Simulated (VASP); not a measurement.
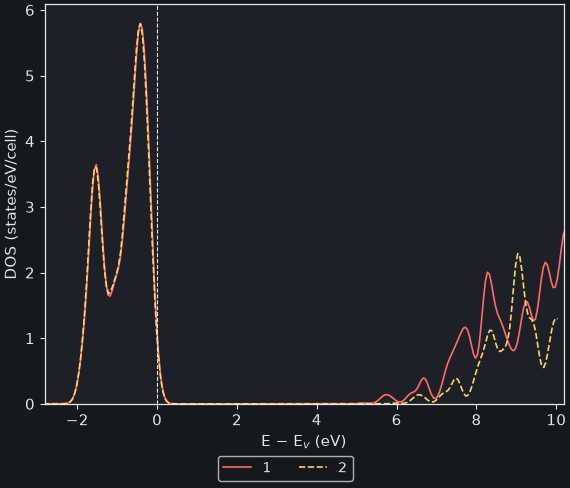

Total densities of states of NaCl, space group Fm-3m, 2 atoms in the cell, rocksalt type, by two methods on the same cell. The curves are built from the levels of the k mesh with Gaussians 0.3 eV wide, which also blur the band edges. Each is counted from its own valence-band top.

Q: Which curve is which? The methods: PBE (VASP), r2SCAN (VASP).

A: 1 is PBE (VASP); 2 is r2SCAN (VASP). PBE (VASP) gives a gap of 5.18 eV and r2SCAN (VASP) gives a gap of 6.00 eV.

Settings. PBE (VASP): DFT, PBE, plane waves, PAW, 8×8×8 k mesh, 520 eV cutoff, Fermi-Dirac smearing of 0.02 eV (VASP 6.6.1). r2SCAN (VASP): DFT, r2SCAN, plane waves, PAW, 8×8×8 k mesh, 520 eV cutoff, Gaussian smearing of 0.01 eV (VASP).
